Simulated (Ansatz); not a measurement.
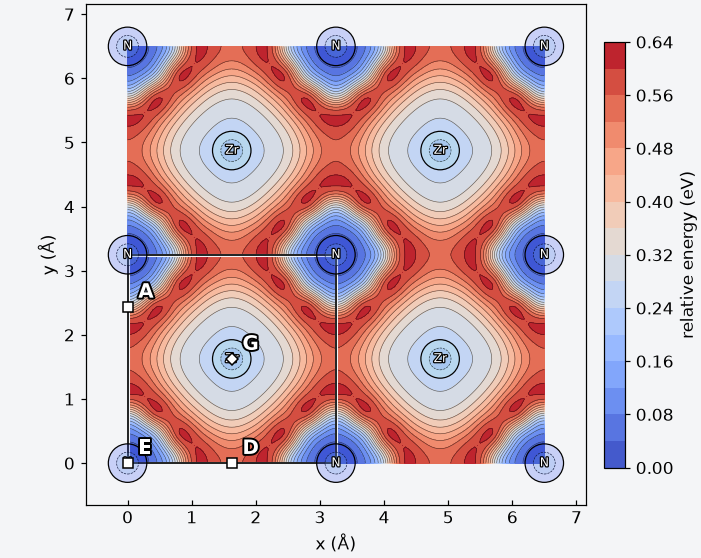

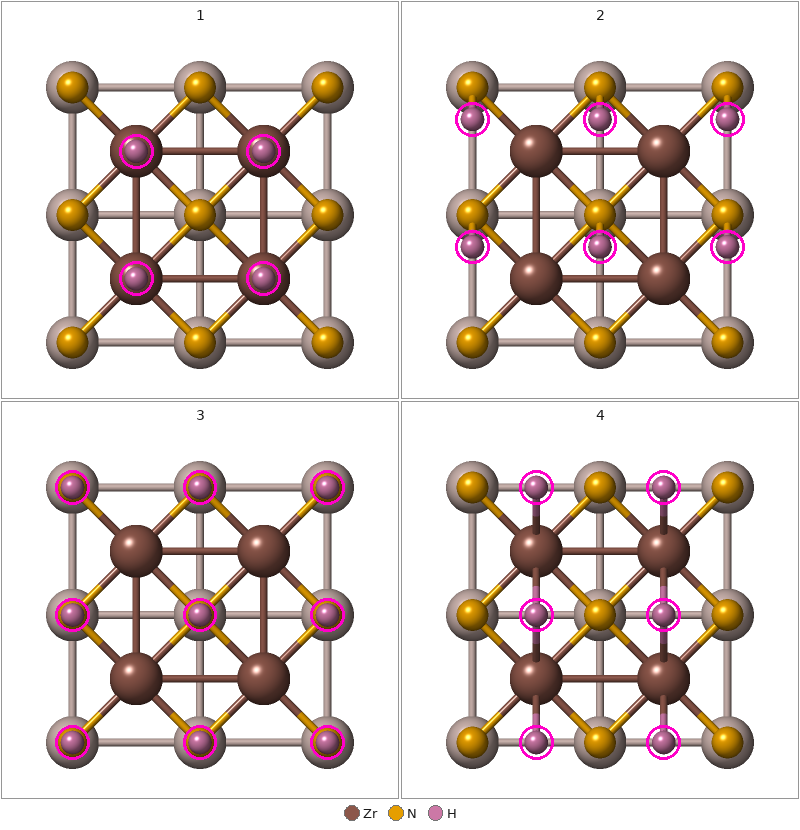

H on a ZrN(100) slab cut from the Fm-3m phase, its upper half relaxed before the scan (6 atoms of substrate and one adsorbate in a 1 × 1 cell). H is moved over the surface cell; relaxed at each place: the height of the adsorbate's atoms; substrate rigid; the origin of the map has the adsorbate above N6. Places are given modulo a cell vector. The map is drawn in real space over the plane of the surface. The scan uses an 8 × 8 grid; 15 points were computed and 49 follow by symmetry. Energies are in eV, from the lowest grid point. With one adsorbate in each 1 × 1 cell, its nearest image is 3.2 Å away, so neighbouring adsorbates interact. The calculation used DFT PBE, scalar-relativistic, plane waves, PAW (Ansatz). Settings: cutoff 420 eV, k-mesh 8×8×1, gaussian smearing 0.1 eV, no spin polarisation.

The picture shows filled contours, labelled circles for the atoms of the top layer and small ones for the second layer, the outline of one cell of the 2 × 2 shown, lettered points. Between grid points the surface is interpolated. The numbered pictures are the structures at these points, in random order. Rings mark the moved atoms.

Question: Which structure belongs to which point?

Answer: A is structure 2: (0/8, 6/8) of the cell vectors [nearest 1 N at 1.19 Å], 0.361 eV; D is structure 4: a fourfold hollow (N–N–Zr–Zr), (4/8, 0/8) of the cell vectors, 0.551 eV; E is structure 3: the top site over a surface N atom, (0/8, 0/8) of the cell vectors, 0.000 eV; G is structure 1: the top site over a surface Zr atom, (4/8, 4/8) of the cell vectors, 0.272 eV.

PAW datasets: the set soft_1.
